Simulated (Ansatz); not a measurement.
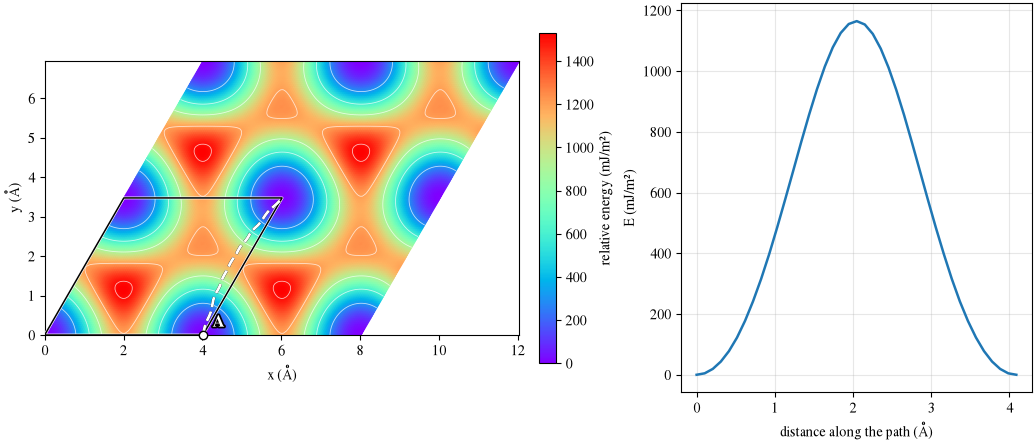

Ge (Fd-3m, No. 227; 6 atoms in the cell). 
- Gamma surface: rigid slide across a plane, one fault a cell; the plane is (1 1 1) of the conventional cell.
- Places are given modulo a cell vector. The map is drawn in real space over the plane of the slide.
- Nothing is relaxed (rigid halves, spacing across the cut fixed).
- The grid has 6 × 6 points; 10 points were computed and 26 follow by symmetry.
- Energies: mJ/m², counted from the lowest grid point.
- The calculation used DFT PBEsol, scalar-relativistic, plane waves, PAW (Ansatz). Settings: cutoff 420 eV, k-mesh 13×13×5 in the order of the run's cell vectors, gaussian smearing 0.15 eV, no spin polarisation.

The picture shows a smooth colour map with a few white contour lines, a line along the lowest path, the outline of one cell of the 2 × 2 shown, the energy along the path at the right, the start A. Between grid points the surface is interpolated.

**Describe the path and its barrier.**

The easiest path leads from the well at (0/6, 0/6) of the cell vectors to its copy one period on. Its highest point lies about 1200 mJ/m² above the bottom of the first well on the interpolated surface, at about (0.91, 0.55) of the cell vectors. The start is the relaxed structure and all else is held, so a fully relaxed path at this level can only be lower.
